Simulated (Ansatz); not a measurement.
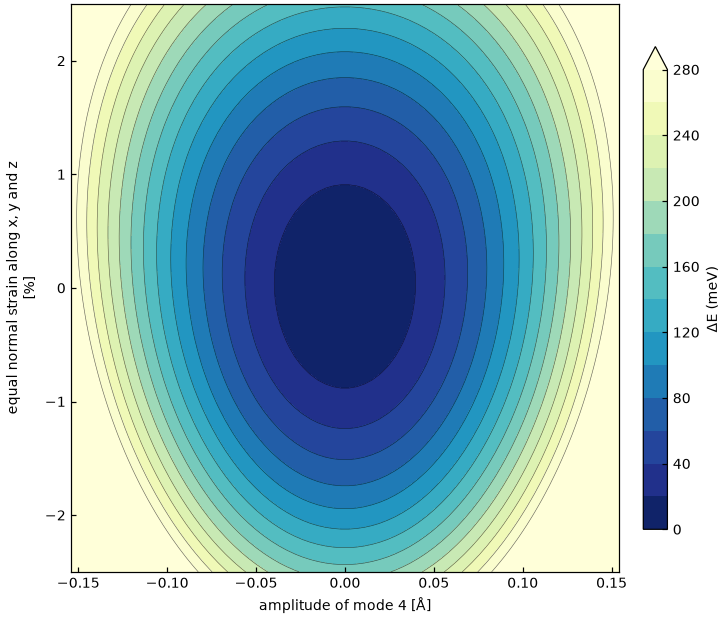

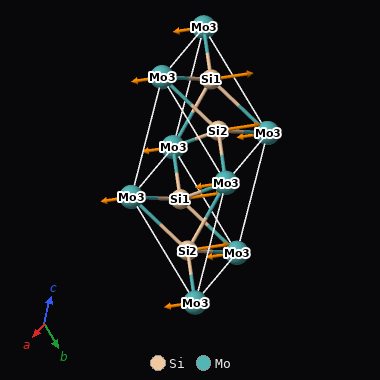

Energy landscape of Si₂Mo (I4/mmm, No. 139; 3 atoms in the cell). 
- The energy is mapped over a normal mode and a strain (zone-centre modes of the 3-atom cell of this scan) (x along [1 0 0], y along [0 1 0], z along [0 0 1] of the conventional cell).
- Coordinates scanned: (1) amplitude of mode 4 (278 cm⁻¹), largest displacement in the unstrained cell; (2) equal normal strain along x, y and z.
- Nothing is relaxed (the pattern is fixed in fractional coordinates).
- The scan uses an 11 × 7 grid; 42 points were computed and 35 follow by symmetry.
- Points are written as (first, second).
- Energies: meV per cell, counted from the lowest grid point.
- These are results of Ansatz 0.2.0, DFT PBEsol, scalar-relativistic, plane waves, PAW, not measurements. Settings: cutoff 420 eV, k-mesh 18×18×18, gaussian smearing 0.15 eV, no spin polarisation.

Drawn: filled contours, one colour for all values above the top of the scale. Between grid points the surface is interpolated. The second picture is the structure at the lowest point

Where are the wells?

Answer. The lowest grid point is at (0.000 Å, 0.00 %). It is the only kind of minimum in the scanned range. The highest grid point, (−0.154 Å, −2.50 %), lies 555 meV above the lowest.

Grid values (meV):

```
second ↓, first →  −0.154  −0.123  −0.092  −0.062  −0.031  0.000  0.031  0.062  0.092  0.123  0.154
             2.50     369     287     224     179     152    143    152    179    224    287    369
             1.67     316     225     155     105      75     66     75    105    155    225    316
             0.83     292     193     115      60      28     17     28     60    115    193    292
             0.00     301     193     108      48      12      0     12     48    108    193    301
            −0.83     346     228     136      70      31     18     31     70    136    228    346
            −1.67     430     302     202     130      88     73     88    130    202    302    430
            −2.50     555     416     308     231     185    169    185    231    308    416    555
```

The input of one point:

```yaml
crystal:
  lattice:
    - [-1.5951226549, 1.5951226549, 3.9109090651]
    - [1.5951226549, -1.5951226549, 3.9109090651]
    - [1.5951226549, 1.5951226549, -3.9109090651]
  atoms:
    - { symbol: Si, position: [0.3350567058, 0.3350567058, 0.0] }
    - { symbol: Si, position: [0.6649432942, 0.6649432942, 0.0] }
    - { symbol: Mo, position: [0.0, 0.0, 0.0] }
basis:
  ecutwfc: 420
kpoints:
  mp_grid: { grid: [18, 18, 18] }
hamiltonian:
  xc: pbesol
  pseudopotentials: { kind: paw, azcp: { folder: soft_1 } }
scf:
  occupations: { method: gaussian, width: 0.15 }
output:
  forces: true
  stress: true
  eigenvalues: true
```

Time for the 42 points that were run: 19 min on 2 threads of Arm Neoverse V1, on a shared host.
